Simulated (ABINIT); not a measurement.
## Geometry relaxation of Ti$_{2}$C (part 3 of 4)

Ti$_{2}$C (R-3m, 3 atoms in the cell); Kohn-Sham DFT of a periodic cell, LDA, JTH PAW LDA v2.0, no spin polarisation (ABINIT 10.8.3); cutoff 517.02 eV, 10×10×10 k-mesh, fermi-dirac of 0.05 eV. The structure derives from a Materials Project entry.

Geometry of the input (Å; fractional positions):
```
1.5407  0.8895  4.8138
-1.5407  0.8895  4.8138
0.0000  -1.7790  4.8138
Ti 0.7545  0.7545  0.7545
Ti 0.2455  0.2455  0.2455
C  0.5000  0.5000  0.5000
```

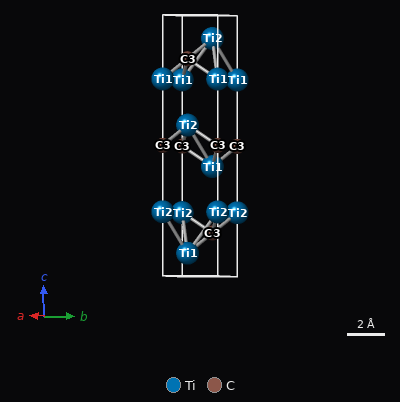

The structure as given in the input (ball-and-stick view of the cell 3 times as large as that of the calculation, set on its symmetry axes, seen at an oblique angle; atoms are numbered from 1 in the order of the input). An atom can appear more than once, as a periodic image.

Log, continued
```
     iter   Etot(hartree)      deltaE(h)  residm     nres2
 ETOT  1  -123.29603183402    -1.233E+02 3.259E-03 8.518E-03
 ETOT  2  -123.29602957808     2.256E-06 1.165E-04 2.894E-03
 ETOT  3  -123.29602746974     2.108E-06 4.855E-04 3.595E-04
 ETOT  4  -123.29602725625     2.135E-07 1.006E-04 8.753E-06
 ETOT  5  -123.29602726607    -9.819E-09 6.968E-04 3.012E-07
 ETOT  6  -123.29602726626    -1.982E-10 1.075E-04 4.964E-08
 ETOT  7  -123.29602726627    -4.206E-12 9.075E-04 1.932E-09
 ETOT  8  -123.29602726627    -1.052E-12 1.037E-04 6.135E-11

 At SCF step    8       nres2   =  6.14E-11 < tolvrs=  1.00E-09 =>converged.

 Cartesian components of stress tensor (hartree/bohr^3)
  sigma(1 1)= -6.81539288E-06  sigma(3 2)=  1.63058642E-13
  sigma(2 2)= -6.81539251E-06  sigma(3 1)=  0.00000000E+00
  sigma(3 3)=  1.50865449E-05  sigma(2 1)=  0.00000000E+00

--- !ResultsGS
iteration_state: {dtset: 1, itime: 6, icycle: 1, }
comment   : Summary of ground state results
lattice_vectors:
- [  2.8598839,   1.6511548,   8.9545563, ]
- [ -2.8598839,   1.6511548,   8.9545563, ]
- [  0.0000000,  -3.3023095,   8.9545563, ]
lattice_lengths: [   9.54407,    9.54407,    9.54407, ]
lattice_angles: [ 34.873,  34.873,  34.873, ] # degrees, (23, 13, 12)
lattice_volume:   2.5370645E+02
convergence: {deltae: -1.052E-12, res2:  6.135E-11, residm:  1.037E-04, diffor: null, }
etotal    :  -1.23296027E+02
entropy   :   0.00000000E+00
fermie    :   3.01655994E-01
cartesian_stress_tensor: # hartree/bohr^3
- [ -6.81539288E-06,   0.00000000E+00,   0.00000000E+00, ]
- [  0.00000000E+00,  -6.81539251E-06,   1.63058642E-13, ]
- [  0.00000000E+00,   1.63058642E-13,   1.50865449E-05, ]
pressure_GPa:  -1.4277E-02
xred      :
- [  7.5373E-01,   7.5373E-01,   7.5373E-01, Ti]
- [  2.4627E-01,   2.4627E-01,   2.4627E-01, Ti]
- [  5.0000E-01,   5.0000E-01,   5.0000E-01,  C]
cartesian_forces: # hartree/bohr
- [ -2.52480423E-20,  -1.23762088E-20,  -3.42683959E-05, ]
- [  2.52480423E-20,   1.23762088E-20,   3.42683959E-05, ]
- [ -0.00000000E+00,  -0.00000000E+00,  -0.00000000E+00, ]
force_length_stats: {min:   0.00000000E+00, max:   3.42683959E-05, mean:   2.28455973E-05, }
...

 Integrated electronic density in atomic spheres:
 ------------------------------------------------
 Atom  Sphere_radius  Integrated_density
    1        2.30803         10.36145087
    2        2.30803         10.36145087
    3        1.50737          2.49415856

---OUTPUT-----------------------------------------------------------------------

 Cartesian coordinates (xcart) [bohr]
 -3.14473313362227E-16 -1.40209066161268E-10  2.02480355659040E+01
 -6.57941789300248E-17 -4.58107561200185E-11  6.61563319986634E+00
 -2.22044604925031E-16 -9.30096000217873E-11  1.34318343828851E+01
 Reduced coordinates (xred)
  7.53733071325835E-01  7.53733071325835E-01  7.53733071325835E-01
  2.46266928674165E-01  2.46266928674165E-01  2.46266928674165E-01
  5.00000000000000E-01  5.00000000000000E-01  5.00000000000000E-01
 Cartesian forces (fcart) [Ha/bohr]; max,rms= 3.42684E-05 1.61543E-05 (free atoms)
 -2.52480423033607E-20 -1.23762088084053E-20 -3.42683959451470E-05
  2.52480423033607E-20  1.23762088084053E-20  3.42683959451470E-05
 -0.00000000000000E+00 -0.00000000000000E+00 -0.00000000000000E+00
 Gradient of E wrt nuclear positions in reduced coordinates (gred)
  3.06858279268231E-04  3.06858279268231E-04  3.06858279268231E-04
 -3.06858279268231E-04 -3.06858279268231E-04 -3.06858279268231E-04
  0.00000000000000E+00  0.00000000000000E+00 -0.00000000000000E+00
 Scale of Primitive Cell (acell) [bohr]
  9.54407281718831E+00  9.54407281718831E+00  9.54407281721376E+00
 Real space primitive translations (rprimd) [bohr]
  2.85988394145841E+00  1.65115476337713E+00  8.95455625525677E+00
 -2.85988394145841E+00  1.65115476337713E+00  8.95455625525677E+00
  0.00000000000000E+00 -3.30230952694028E+00  8.95455625525677E+00
 Unitary Cell Volume (ucvol) [Bohr^3]=  2.53706451172753E+02
 Angles (23,13,12)= [degrees]
  3.48731968000731E+01  3.48731968000732E+01  3.48731968003331E+01
 Lengths [Bohr]
  9.54407281718831E+00  9.54407281718831E+00  9.54407281721376E+00
 Stress tensor in cartesian coordinates (strten) [Ha/bohr^3]
 -6.81539288352809E-06  0.00000000000000E+00  0.00000000000000E+00
  0.00000000000000E+00 -6.81539251380994E-06  1.63058641711523E-13
  0.00000000000000E+00  1.63058641711523E-13  1.50865448959210E-05
 Total energy (etotal) [Ha]= -1.23296027266269E+02

 Difference of energy with previous step (new-old):
           Absolute (Ha)=-3.25213E-06
           Relative     =-2.63766E-08

--- Iteration: ( 7/60) Internal Cycle: (1/1)
--------------------------------------------------------------------------------

---SELF-CONSISTENT-FIELD CONVERGENCE--------------------------------------------

--- !BeginCycle
iteration_state: {dtset: 1, itime: 7, icycle: 1, }
solver: {iscf: 17, nstep: 100, nline: 4, wfoptalg: 10, }
tolerances: {tolvrs: 1.00E-09, }
...

     iter   Etot(hartree)      deltaE(h)  residm     nres2
 ETOT  1  -123.29607926228    -1.233E+02 9.483E-01 7.534E-02
 ETOT  2  -123.29604735606     3.191E-05 1.351E-02 1.863E-02
 ETOT  3  -123.29603656143     1.079E-05 2.509E-03 4.950E-03
 ETOT  4  -123.29603303626     3.525E-06 1.113E-03 4.877E-05
 ETOT  5  -123.29603315935    -1.231E-07 2.012E-04 1.796E-06
 ETOT  6  -123.29603316195    -2.599E-09 9.847E-05 3.371E-07
 ETOT  7  -123.29603316202    -7.556E-11 1.559E-04 1.398E-08
 ETOT  8  -123.29603316202    -2.856E-12 5.442E-05 6.776E-10

 At SCF step    8       nres2   =  6.78E-10 < tolvrs=  1.00E-09 =>converged.

 Cartesian components of stress tensor (hartree/bohr^3)
  sigma(1 1)= -2.08413935E-07  sigma(3 2)=  1.63339080E-13
  sigma(2 2)= -2.08413565E-07  sigma(3 1)=  0.00000000E+00
  sigma(3 3)=  2.82194836E-06  sigma(2 1)=  0.00000000E+00

--- !ResultsGS
iteration_state: {dtset: 1, itime: 7, icycle: 1, }
comment   : Summary of ground state results
lattice_vectors:
- [  2.8620879,   1.6524272,   8.9343974, ]
- [ -2.8620879,   1.6524272,   8.9343974, ]
- [  0.0000000,  -3.3048544,   8.9343974, ]
lattice_lengths: [   9.52604,    9.52604,    9.52604, ]
lattice_angles: [ 34.969,  34.969,  34.969, ] # degrees, (23, 13, 12)
lattice_volume:   2.5352560E+02
convergence: {deltae: -2.856E-12, res2:  6.776E-10, residm:  5.442E-05, diffor: null, }
etotal    :  -1.23296033E+02
entropy   :   0.00000000E+00
fermie    :   3.01892177E-01
cartesian_stress_tensor: # hartree/bohr^3
- [ -2.08413935E-07,   0.00000000E+00,   0.00000000E+00, ]
- [  0.00000000E+00,  -2.08413565E-07,   1.63339080E-13, ]
- [  0.00000000E+00,   1.63339080E-13,   2.82194836E-06, ]
pressure_GPa:  -2.3587E-02
xred      :
- [  7.5363E-01,   7.5363E-01,   7.5363E-01, Ti]
- [  2.4637E-01,   2.4637E-01,   2.4637E-01, Ti]
- [  5.0000E-01,   5.0000E-01,   5.0000E-01,  C]
cartesian_forces: # hartree/bohr
- [ -2.89937667E-20,   3.39037489E-20,   1.46616548E-04, ]
- [  3.80287849E-20,  -1.93231480E-20,  -1.46616548E-04, ]
- [ -9.03501810E-21,  -1.45806008E-20,  -0.00000000E+00, ]
force_length_stats: {min:   1.71530019E-20, max:   1.46616548E-04, mean:   9.77443656E-05, }
...

 Integrated electronic density in atomic spheres:
 ------------------------------------------------
 Atom  Sphere_radius  Integrated_density
    1        2.30803         10.36058236
    2        2.30803         10.36058236
    3        1.50737          2.49608000

---OUTPUT-----------------------------------------------------------------------

 Cartesian coordinates (xcart) [bohr]
 -4.39840935785725E-16 -1.39875031995857E-10  2.01997488526364E+01
 -2.05203595678296E-17 -4.57263332410541E-11  6.60344343367022E+00
  0.00000000000000E+00 -9.28004340039479E-11  1.34015961431533E+01
 Reduced coordinates (xred)
  7.53632203092322E-01  7.53632203092322E-01  7.53632203092322E-01
  2.46367796907678E-01  2.46367796907678E-01  2.46367796907678E-01
  5.00000000000000E-01  5.00000000000000E-01  5.00000000000000E-01
 Cartesian forces (fcart) [Ha/bohr]; max,rms= 1.46617E-04 6.91157E-05 (free atoms)
 -2.89937667482155E-20  3.39037488611805E-20  1.46616548329004E-04
  3.80287848522614E-20 -1.93231480196901E-20 -1.46616548329004E-04
 -9.03501810404587E-21 -1.45806008414904E-20 -0.00000000000000E+00
 Gradient of E wrt nuclear positions in reduced coordinates (gred)
 -1.30993051240562E-03 -1.30993051240562E-03 -1.30993051240562E-03
  1.30993051240562E-03  1.30993051240562E-03  1.30993051240562E-03
  4.99523974983985E-20 -1.76563427862467E-21 -4.81867632224800E-20
 Scale of Primitive Cell (acell) [bohr]
  9.52604430971926E+00  9.52604430971926E+00  9.52604430974471E+00
 Real space primitive translations (rprimd) [bohr]
  2.86208788856018E+00  1.65242721282975E+00  8.93439742876886E+00
 -2.86208788856018E+00  1.65242721282975E+00  8.93439742876886E+00
  0.00000000000000E+00 -3.30485442584509E+00  8.93439742876886E+00
 Unitary Cell Volume (ucvol) [Bohr^3]=  2.53525601669179E+02
 Angles (23,13,12)= [degrees]
  3.49691134150954E+01  3.49691134150954E+01  3.49691134153561E+01
 Lengths [Bohr]
  9.52604430971926E+00  9.52604430971926E+00  9.52604430974471E+00
 Stress tensor in cartesian coordinates (strten) [Ha/bohr^3]
 -2.08413935325058E-07  0.00000000000000E+00  0.00000000000000E+00
  0.00000000000000E+00 -2.08413564954657E-07  1.63339079820103E-13
  0.00000000000000E+00  1.63339079820103E-13  2.82194835601879E-06
 Total energy (etotal) [Ha]= -1.23296033162024E+02

 Difference of energy with previous step (new-old):
           Absolute (Ha)=-5.89576E-06
           Relative     =-4.78179E-08

--- Iteration: ( 8/60) Internal Cycle: (1/1)
--------------------------------------------------------------------------------

---SELF-CONSISTENT-FIELD CONVERGENCE--------------------------------------------

--- !BeginCycle
iteration_state: {dtset: 1, itime: 8, icycle: 1, }
solver: {iscf: 17, nstep: 100, nline: 4, wfoptalg: 10, }
tolerances: {tolvrs: 1.00E-09, }
...

     iter   Etot(hartree)      deltaE(h)  residm     nres2
 ETOT  1  -123.29603341349    -1.233E+02 5.686E-02 6.923E-04
 ETOT  2  -123.29603334882     6.467E-08 2.006E-03 4.670E-05
 ETOT  3  -123.29603333905     9.770E-09 4.965E-04 1.988E-05
 ETOT  4  -123.29603332532     1.373E-08 2.373E-04 2.306E-07
 ETOT  5  -123.29603332575    -4.296E-10 4.117E-05 3.468E-08
 ETOT  6  -123.29603332575     4.292E-12 5.871E-06 2.101E-09
 ETOT  7  -123.29603332575     5.542E-13 2.500E-05 1.075E-10

 At SCF step    7       nres2   =  1.07E-10 < tolvrs=  1.00E-09 =>converged.

 Cartesian components of stress tensor (hartree/bohr^3)
  sigma(1 1)=  8.80025169E-08  sigma(3 2)=  1.63334959E-13
  sigma(2 2)=  8.80028873E-08  sigma(3 1)=  0.00000000E+00
  sigma(3 3)=  4.20151576E-07  sigma(2 1)=  0.00000000E+00

--- !ResultsGS
iteration_state: {dtset: 1, itime: 8, icycle: 1, }
comment   : Summary of ground state results
lattice_vectors:
- [  2.8624013,   1.6526082,   8.9324818, ]
- [ -2.8624013,   1.6526082,   8.9324818, ]
- [  0.0000000,  -3.3052163,   8.9324818, ]
lattice_lengths: [   9.52437,    9.52437,    9.52437, ]
lattice_angles: [ 34.979,  34.979,  34.979, ] # degrees, (23, 13, 12)
lattice_volume:   2.5352676E+02
convergence: {deltae:  5.542E-13, res2:  1.075E-10, residm:  2.500E-05, diffor: null, }
etotal    :  -1.23296033E+02
entropy   :   0.00000000E+00
fermie    :   3.01881036E-01
cartesian_stress_tensor: # hartree/bohr^3
- [  8.80025169E-08,   0.00000000E+00,   0.00000000E+00, ]
- [  0.00000000E+00,   8.80028873E-08,   1.63334959E-13, ]
- [  0.00000000E+00,   1.63334959E-13,   4.20151576E-07, ]
pressure_GPa:  -5.8465E-03
xred      :
- [  7.5365E-01,   7.5365E-01,   7.5365E-01, Ti]
- [  2.4635E-01,   2.4635E-01,   2.4635E-01, Ti]
- [  5.0000E-01,   5.0000E-01,   5.0000E-01,  C]
cartesian_forces: # hartree/bohr
- [ -3.81952564E-21,   4.28679003E-21,   3.60680145E-05, ]
- [  3.81952564E-21,  -6.42038964E-22,  -3.60680145E-05, ]
- [  2.50772128E-37,  -3.64475106E-21,  -0.00000000E+00, ]
force_length_stats: {min:   3.64475106E-21, max:   3.60680145E-05, mean:   2.40453430E-05, }
...

 Integrated electronic density in atomic spheres:
 ------------------------------------------------
 Atom  Sphere_radius  Integrated_density
    1        2.30803         10.36113670
    2        2.30803         10.36113670
    3        1.50737          2.49620189

---OUTPUT-----------------------------------------------------------------------

 Cartesian coordinates (xcart) [bohr]
 -1.80939400007729E-16 -1.39847390033041E-10  2.01958145664005E+01
 -2.58286830460665E-17 -4.57134906618484E-11  6.60163086861628E+00
  0.00000000000000E+00 -9.27804499895046E-11  1.33987227175084E+01
 Reduced coordinates (xred)
  7.53647007711049E-01  7.53647007711049E-01  7.53647007711049E-01
  2.46352992288951E-01  2.46352992288951E-01  2.46352992288951E-01
  5.00000000000000E-01  5.00000000000000E-01  5.00000000000000E-01
 Cartesian forces (fcart) [Ha/bohr]; max,rms= 3.60680E-05 1.70026E-05 (free atoms)
 -3.81952563892580E-21  4.28679002745833E-21  3.60680145480880E-05
  3.81952563892580E-21 -6.42038963684182E-22 -3.60680145480880E-05
  2.50772128175421E-37 -3.64475106377414E-21 -0.00000000000000E+00
 Gradient of E wrt nuclear positions in reduced coordinates (gred)
 -3.22176883933927E-04 -3.22176883933927E-04 -3.22176883933927E-04
  3.22176883933927E-04  3.22176883933927E-04  3.22176883933927E-04
  6.02334540247181E-21  6.02334540247181E-21 -1.20466908056199E-20
 Scale of Primitive Cell (acell) [bohr]
  9.52437328289727E+00  9.52437328289727E+00  9.52437328292272E+00
 Real space primitive translations (rprimd) [bohr]
  2.86240132358637E+00  1.65260817462651E+00  8.93248181167227E+00
 -2.86240132358637E+00  1.65260817462651E+00  8.93248181167227E+00
  0.00000000000000E+00 -3.30521634943857E+00  8.93248181167227E+00
 Unitary Cell Volume (ucvol) [Bohr^3]=  2.53526763135070E+02
 Angles (23,13,12)= [degrees]
  3.49794003539191E+01  3.49794003539192E+01  3.49794003541800E+01
 Lengths [Bohr]
  9.52437328289727E+00  9.52437328289727E+00  9.52437328292272E+00
 Stress tensor in cartesian coordinates (strten) [Ha/bohr^3]
  8.80025169056053E-08  0.00000000000000E+00  0.00000000000000E+00
  0.00000000000000E+00  8.80028872725369E-08  1.63334959041741E-13
  0.00000000000000E+00  1.63334959041741E-13  4.20151576207423E-07
 Total energy (etotal) [Ha]= -1.23296033325745E+02

 Difference of energy with previous step (new-old):
           Absolute (Ha)=-1.63721E-07
           Relative     =-1.32787E-09

 At Broyd/MD step   8, gradients are converged :
  max grad (force/stress) = 4.2015E-05 < tolmxf= 5.0000E-05 ha/bohr (free atoms)

================================================================================

 ----iterations are completed or convergence reached----

 Mean square residual over all n,k,spin=   12.571E-09; max=  24.998E-06
 reduced coordinates (array xred) for    3 atoms
       0.753647007711      0.753647007711      0.753647007711
       0.246352992289      0.246352992289      0.246352992289
       0.500000000000      0.500000000000      0.500000000000
 rms dE/dt=  2.6306E-04; max dE/dt=  3.2218E-04; dE/dt below (all hartree)
    1      -0.000322176884     -0.000322176884     -0.000322176884
    2       0.000322176884      0.000322176884      0.000322176884
    3       0.000000000000      0.000000000000      0.000000000000

 cartesian coordinates (angstrom) at end:
    1     -0.00000000000000    -0.00000000007400    10.68716481691172
    2     -0.00000000000000    -0.00000000002419     3.49343260809552
    3      0.00000000000000    -0.00000000004910     7.09029871250362

 cartesian forces (hartree/bohr) at end:
    1     -0.00000000000000     0.00000000000000     0.00003606801455
    2      0.00000000000000    -0.00000000000000    -0.00003606801455
    3      0.00000000000000    -0.00000000000000    -0.00000000000000
 frms,max,avg= 1.7002625E-05 3.6068015E-05   0.000E+00  0.000E+00  0.000E+00 h/b

 cartesian forces (eV/Angstrom) at end:
    1     -0.00000000000000     0.00000000000000     0.00185469187909
    2      0.00000000000000    -0.00000000000000    -0.00185469187909
    3      0.00000000000000    -0.00000000000000    -0.00000000000000
 frms,max,avg= 8.7431014E-04 1.8546919E-03   0.000E+00  0.000E+00  0.000E+00 e/A
 length scales=  9.524373282897  9.524373282897  9.524373282923 bohr
              =  5.040081286023  5.040081286023  5.040081286037 angstroms
 Fermi (or HOMO) energy (hartree) =   0.30188   Average Vxc (hartree)=  -0.43549
 Eigenvalues (hartree) for nkpt= 116  k points:
 kpt#   1, nband= 18, wtk=  0.00100, kpt=  0.0000  0.0000  0.0000 (reduced coord)
  -1.75618   -1.75143   -0.90958   -0.88695   -0.88695   -0.88444   -0.88363   -0.88363
  -0.11350    0.11867    0.20617    0.20617    0.23405    0.32002    0.32002    0.33940
   0.37743    0.37743
      occupation numbers for kpt#   1
   2.00000    2.00000    2.00000    2.00000    2.00000    2.00000    2.00000    2.00000
   2.00000    2.00000    2.00000    2.00000    2.00000    0.00010    0.00010    0.00000
   0.00000    0.00000
 prteigrs : prtvol=0 or 1, do not print more k-points.

 Fermi (or HOMO) energy (eV) =   8.21460   Average Vxc (eV)= -11.85034
 Eigenvalues (   eV  ) for nkpt= 116  k points:
 kpt#   1, nband= 18, wtk=  0.00100, kpt=  0.0000  0.0000  0.0000 (reduced coord)
 -47.78801  -47.65896  -24.75085  -24.13508  -24.13508  -24.06692  -24.04479  -24.04479
  -3.08857    3.22905    5.61007    5.61007    6.36874    8.70824    8.70824    9.23551
  10.27038   10.27038
 prteigrs : prtvol=0 or 1, do not print more k-points.

--- !EnergyTerms
iteration_state     : {dtset: 1, itime: 8, icycle: 1, }
comment             : Components of total free energy in Hartree
kinetic             :  1.89208295969069E+01
hartree             :  2.41534366302920E+01
xc                  : -8.67829137148456E+00
Ewald energy        : -9.17346740293469E+01
psp_core            :  5.97992210237355E+00
local_psp           : -7.22086121937240E+01
PAW spherical_terms :  2.71917863865366E-01
internal            : -1.23295471401118E+02
'-kT*entropy'       : -5.62471067936597E-04
total_energy        : -1.23296033872186E+02
total_energy_eV     : -3.35505600029360E+03
...

--- !EnergyTermsDC
iteration_state     : {dtset: 1, itime: 8, icycle: 1, }
comment             : '"Double-counting" decomposition of free energy'
band_energy         : -1.57626370713314E+01
Ewald energy        : -9.17346740293469E+01
psp_core            :  5.97992210237355E+00
xc_dc               : -2.32230505684756E+01
PAW spherical_terms :  1.44496871210303E+00
internal            : -1.23295470854677E+02
'-kT*entropy'       : -5.62471067936597E-04
total_energy_dc     : -1.23296033325745E+02
total_energy_dc_eV  : -3.35505598542420E+03
...

--- !EnergyTermsWithPAWCore
iteration_state     : {dtset: 1, itime: 8, icycle: 1, }
comment             : 'Components of total free energy, including PAW core contributions'
Total energy        : -1.74189004212525E+03
Total energy DC     : -1.74189004157881E+03
Total energy (eV)   : -4.73992427342982E+04
Total energy DC (eV): -4.73992427194288E+04
...

 rms coord change=  6.9824E-04   atom, delta coord (reduced):
     1       -0.000855162289     -0.000855162289     -0.000855162289
     2        0.000855162289      0.000855162289      0.000855162289
     3        0.000000000000      0.000000000000     -0.000000000000

 Cartesian components of stress tensor (hartree/bohr^3)
  sigma(1 1)=  8.80025169E-08  sigma(3 2)=  1.63334959E-13
  sigma(2 2)=  8.80028873E-08  sigma(3 1)=  0.00000000E+00
  sigma(3 3)=  4.20151576E-07  sigma(2 1)=  0.00000000E+00

-Cartesian components of stress tensor (GPa)         [Pressure= -5.8465E-03 GPa]
- sigma(1 1)=  2.58912344E-03  sigma(3 2)=  4.80548040E-09
- sigma(2 2)=  2.58913433E-03  sigma(3 1)=  0.00000000E+00
- sigma(3 3)=  1.23612861E-02  sigma(2 1)=  0.00000000E+00

== END DATASET(S) ==============================================================
================================================================================

 -outvars: echo values of variables after computation  --------
            acell      9.5243732829E+00  9.5243732829E+00  9.5243732829E+00 Bohr
           etotal     -1.2329603333E+02
            fcart     -3.8195256389E-21  4.2867900275E-21  3.6068014548E-05
                       3.8195256389E-21 -6.4203896368E-22 -3.6068014548E-05
                       2.5077212818E-37 -3.6447510638E-21 -0.0000000000E+00
            rprim      3.0053434893E-01  1.7351358725E-01  9.3785507417E-01
                      -3.0053434893E-01  1.7351358725E-01  9.3785507417E-01
                       0.0000000000E+00 -3.4702717452E-01  9.3785507417E-01
           strten      8.8002516906E-08  8.8002887273E-08  4.2015157621E-07
                       1.6333495904E-13  0.0000000000E+00  0.0000000000E+00
           xangst     -9.5749006974E-17 -7.4004051760E-11  1.0687164817E+01
                      -1.3667950446E-17 -2.4190537473E-11  3.4934326081E+00
                       0.0000000000E+00 -4.9097299718E-11  7.0902987125E+00
             xred      7.5364700771E-01  7.5364700771E-01  7.5364700771E-01
                       2.4635299229E-01  2.4635299229E-01  2.4635299229E-01
                       5.0000000000E-01  5.0000000000E-01  5.0000000000E-01
 Calculation completed.
```
